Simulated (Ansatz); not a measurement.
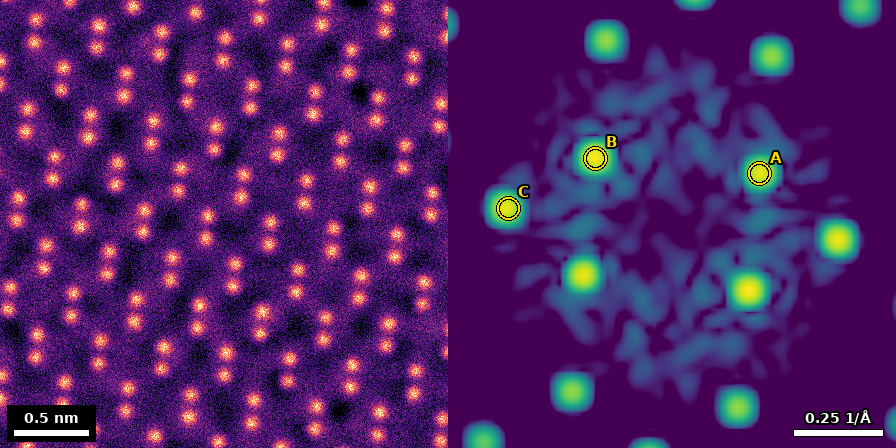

Dark-field STEM-like image of Al (Fd-3m, No. 227) along [110]. Simulated incoherent Z contrast: every atom adds Z^1.8 spread by a probe of 0.72 Å full width; channelling and multiple scattering are left out. The probe carries 25 % of its weight in a tail 2.5 times as wide. The display is stretched by a gamma of 0.65; percentages refer to the linear signal. Shot noise and the speckle of an amorphous layer were added. Model: the input geometry of a calculation; the starting structure was generated, so it need not be a known form of this composition.

The right panel is the modulus of the image's Fourier transform on a logarithmic scale.

a = 5.995 Å, b = 5.995 Å, c = 5.995 Å, α = 90.00°, β = 90.00°, γ = 90.00°

**Index the marked spots and give their plane spacings (the zone axis points at the viewer; indices equivalent by symmetry, or all signs reversed, are as good).**

A: (-1 1 1), d = 3.46 Å; B: (1 -1 1), d = 3.46 Å; C: (2 -2 0), d = 2.12 Å. A and B enclose 109°, and every spot obeys the zone law hu + kv + lw = 0 for [110].
